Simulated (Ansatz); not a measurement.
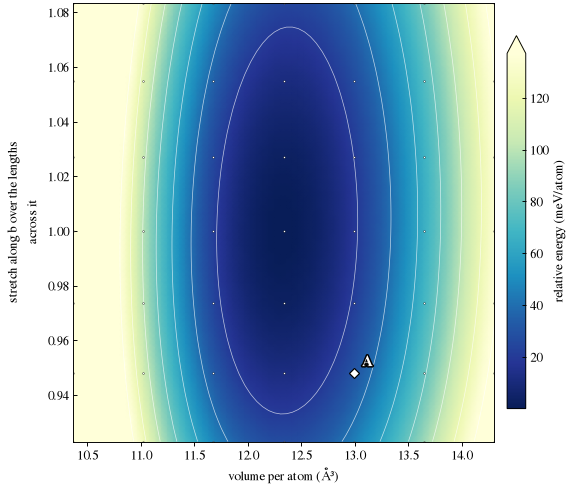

SnO2 (Pbcn, No. 60; 12 atoms in the cell). The energy is mapped over volume and the cell's shape. First axis: volume per atom. Second axis: stretch along b over the lengths across it, relative to the relaxed cell. Nothing is relaxed (fractional coordinates fixed). The scan uses a 7 × 7 grid. Points are written as (first, second). Energies are in meV/atom, from the lowest grid point. The band gap closes in part of the range. Computed with DFT PBE, scalar-relativistic, plane waves, PAW (Ansatz 0.2.0). Settings: cutoff 520 eV, k-mesh 6×6×6, gaussian smearing 0.05 eV, no spin polarisation.

The picture shows a smooth colour map with a few white contour lines, dots at the grid points, one colour for all values above the top of the scale, the point A. Between grid points the surface is interpolated.

Q: Is A at rest? If not, where is it pushed?

A: A, at (12.99 Å³, 0.948), is not a stationary point. The computed force is 53 meV/atom for each Å³ towards smaller values of volume per atom and 470 meV/atom for each unit towards larger values of the second coordinate.

PAW datasets: the set soft_1.
